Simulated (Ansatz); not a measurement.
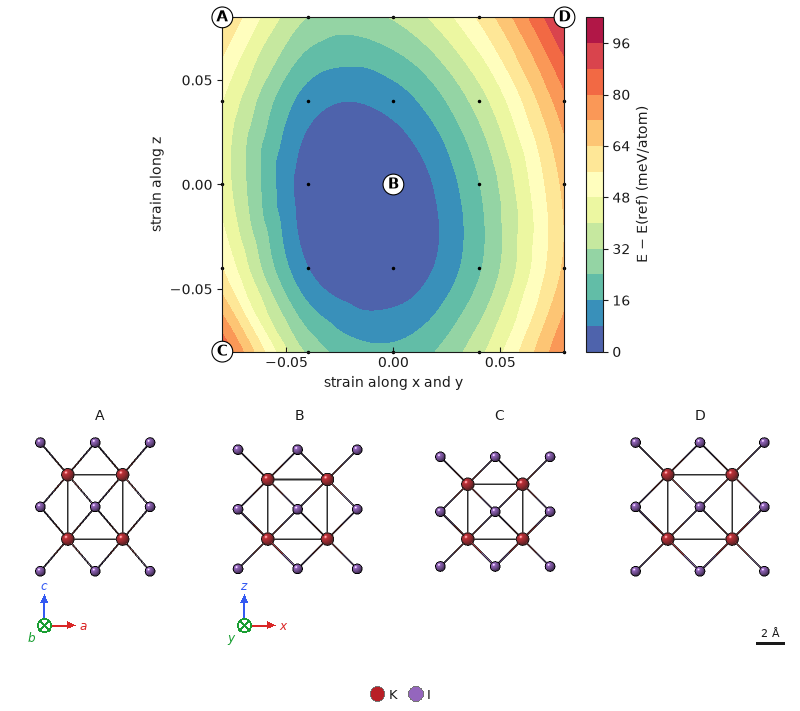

Energy scan for a crystal of KI (Pm-3m), in which the cell is strained equally along x and y and separately along z, with the atoms kept at their fractional coordinates. x, y and z are the Cartesian axes of the input. The map is interpolated between the computed points (dots). The lettered frames are marked on it. Style: ball-and-stick. Shown: the cell of the calculation, along the b axis.

Computed with Ansatz, DFT PBEsol, scalar-relativistic, plane waves, PAW. (plane-wave cutoff 420 eV; k-point mesh 6 × 6 × 6; occupations gaussian; smearing width 0.05 eV; no spin polarisation). Energies (free energies at the smearing named) are counted from the cell as listed in its source, which wasn't relaxed.

> Describe the energy landscape.

In pairs of (strain along x and y; strain along z): the lowest computed point lies at (0.000, 0.000) (0.0 meV/atom), the highest at (0.080, 0.080) (97.9 meV/atom).  Over the ranges scanned the energy rises more along the first axis, the in-plane strain. The pressure runs from −2.1 GPa at (0.080, 0.080) to 5.1 GPa at (−0.080, −0.080). The frames lie at A (−0.080, 0.080): 64.0 meV/atom, B (0.000, 0.000): 0.0 meV/atom, C (−0.080, −0.080): 87.1 meV/atom, D (0.080, 0.080): 97.9 meV/atom.

The computed points:

Rows: strain along x and y; columns: strain along z; values in meV/atom.

```csv
,−0.080,−0.040,0.000,0.040,0.080
−0.080,87.1,56.2,44.5,48.0,64.0
−0.040,30.3,8.1,3.3,12.1,31.7
0.000,18.0,0.9,0.0,11.5,32.7
0.040,37.5,22.8,23.6,35.8,57.1
0.080,79.7,65.5,66.2,77.9,97.9
```
